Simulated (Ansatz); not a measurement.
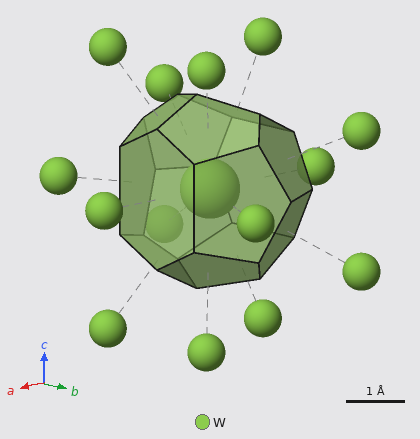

Voronoi cell (the region closer to this atom than to any other), computed from the atomic positions without radii. Central atom: W1 (6c) in W; faces take the colour of the neighbour behind them. Origin: the end point of a relaxation with DFT PBEsol, scalar-relativistic, plane waves, PAW in Ansatz.

W, space group Pm-3n (No. 223), a = 5.032 Å, b = 5.032 Å, c = 5.032 Å, α = 90.00°, β = 90.00°, γ = 90.00°

```tsv
site	Wyckoff	x	y	z
W1	6c	0.2500	0.0000	0.5000
W2	2a	0.0000	0.0000	0.0000
```

### How many faces does the cell have, and of which kinds?

14 faces, index ⟨0,0,12,2⟩: the cell of a Frank–Kasper Z14 site.

### Tabulate the neighbours by distance and solid angle.

| neighbour | faces | distance (Å) | solid angle (% of sphere) |
| --- | --- | --- | --- |
| W | 2 | 2.52 | 24.8 |
| W | 4 | 2.81 | 33.3 |
| W | 8 | 3.08 | 41.8 |
